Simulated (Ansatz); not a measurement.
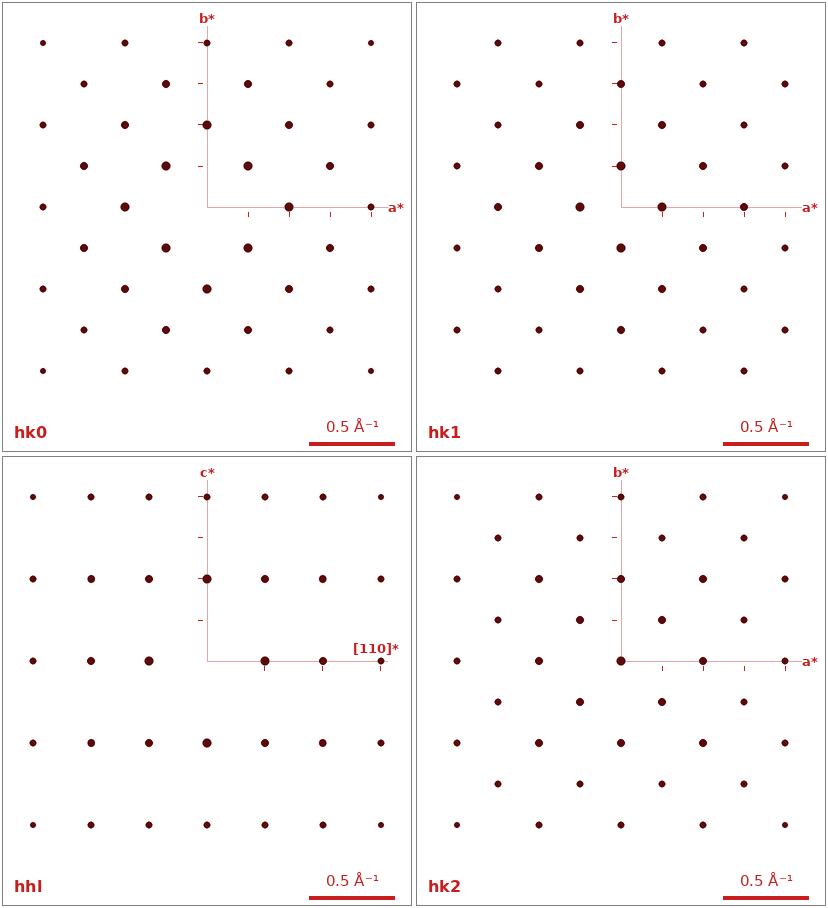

Four undistorted layers of reciprocal space, calculated for a single crystal (X-rays, kinematic |F|², B = 0.5 Å²). Tick marks count the reciprocal lattice steps of the conventional cell along each axis.

The compound is Pb. Structure: the input geometry of an electronic-structure calculation (not necessarily at equilibrium); the starting structure was generated, so it need not be a known form of this composition.

Q: Read the reciprocal cell and give the direct cell.

A: a* = 0.243, b* = 0.243, c* = 0.243 Å⁻¹; the cell is cubic with a = 4.11 Å.

Q: List the systematic absences.

A: Reflections are present only under these conditions. hkl: h + k + l = 2n; hk0: h + k = 2n; hhl: l = 2n; h00: h = 2n. The lattice is body-centred (I).

Q: Which space groups fit?

A: The intensities have Laue symmetry m-3m (the hk0 layer shows 4mm, hk1 shows 4mm). With these conditions the candidates are I432 (No. 211), I-43m (No. 217), Im-3m (No. 229). Diffraction geometry alone does not choose among them; the structure has Im-3m.
